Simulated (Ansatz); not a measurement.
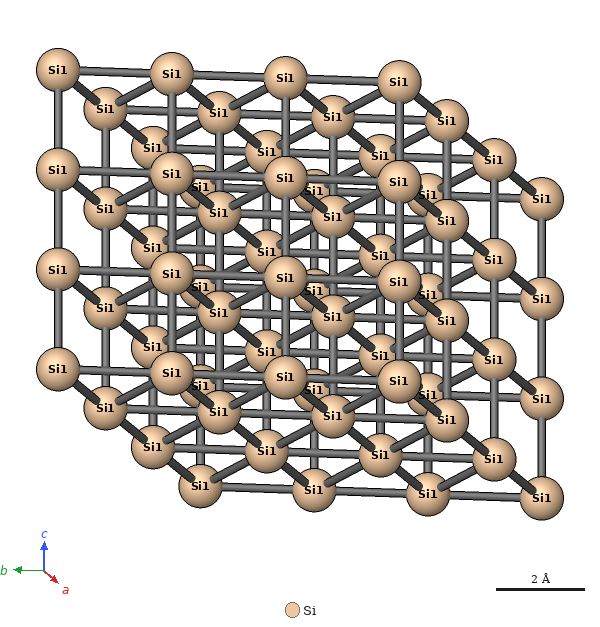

The starting point is a symmetric starting cell of Si. A ball-and-stick model of the cell of the calculation, repeated 3 × 3 × 3 with one cell outlined, seen from a free direction.

Method: DFT PBE, scalar-relativistic, plane waves, PAW in Ansatz 0.2.0. (plane-wave cutoff 420 eV; k-point mesh 18 × 18 × 16; occupations gaussian; smearing width 0.1 eV; no spin polarisation)

Now this is done to it. The cell is strained by +5.1 % along c and −0.9 % across it (volume +3.3 %), the atoms keeping their fractional coordinates. No relaxation follows. The starting cell wasn't computed here and needn't be at equilibrium, so pressure and forces aren't due to the change alone.

The input:
```yaml
crystal:
  lattice:
    - [2.5972461893, 0.0, 0.0]
    - [-1.2986230947, 2.2492811798, 0.0]
    - [0.0, 0.0, 2.5924097629]
  atoms:
    - { symbol: Si, position: [0.0, 0.0, 0.0] }
basis:
  ecutwfc: 420
kpoints:
  mp_grid: { grid: [18, 18, 16] }
hamiltonian:
  xc: pbe
scf:
  occupations: { method: gaussian, width: 0.1 }
output:
  forces: true
  stress: true
  eigenvalues: true
```

Run as
```bash
ansatz run input.yaml --threads 1 --pin off --max-ram 1331MiB --backend cpu --events-out ev --progress --plain --runs-dir out
```

### What is the effect?

Among the bonded contacts that change: Si–Si 2.466 → 2.592 Å, Si–Si 2.621 → 2.597 Å. The space group stays P6/mmm (No. 191). The pressure is −0.3 GPa (not all of it need come from the change, since the unchanged cell can be under pressure at this level too). The principal stresses (compression positive) are −10.3 GPa along c and 4.8 GPa across it. All forces vanish by symmetry.

The changed structure in the same view:

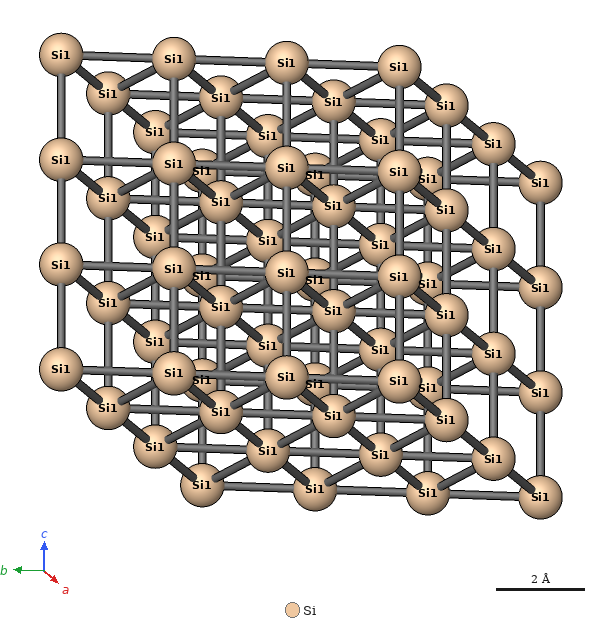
